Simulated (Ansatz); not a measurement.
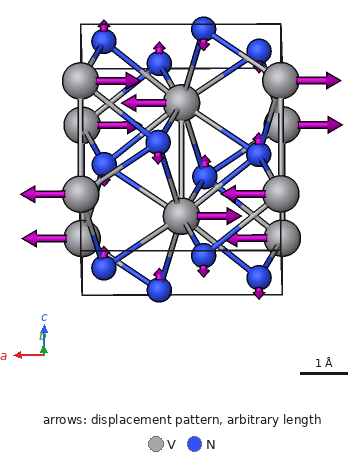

One vibrational mode of a crystal of VN2 at the zone centre. Displacements are drawn as purple arrows; their common scale and sign are arbitrary. Style: ball-and-stick. Shown: the conventional cell (2 times the calculation's cell), from a free direction. Lengths and directions refer to the drawn axes.

Computed with DFT PBE, scalar-relativistic, plane waves, PAW in Ansatz. Set-up: plane-wave cutoff 420 eV; k-point mesh 12 × 12 × 12; occupations fermi dirac; smearing width 0.15 eV; no spin polarisation.

The frequencies depend somewhat on the k-mesh and the smearing.

> Describe the mode and give its frequency.

This is the E_g mode (doubly degenerate; one member of the set is drawn) at 9.1 THz, optical level 3 of 11, counted from below, Raman-active by symmetry. Atoms of one kind move against one another, with no net shift of any sublattice; it mainly bends the V–V, N–V, N–N bonds; the kinetic energy is shared as V 96 %, N 4 %.
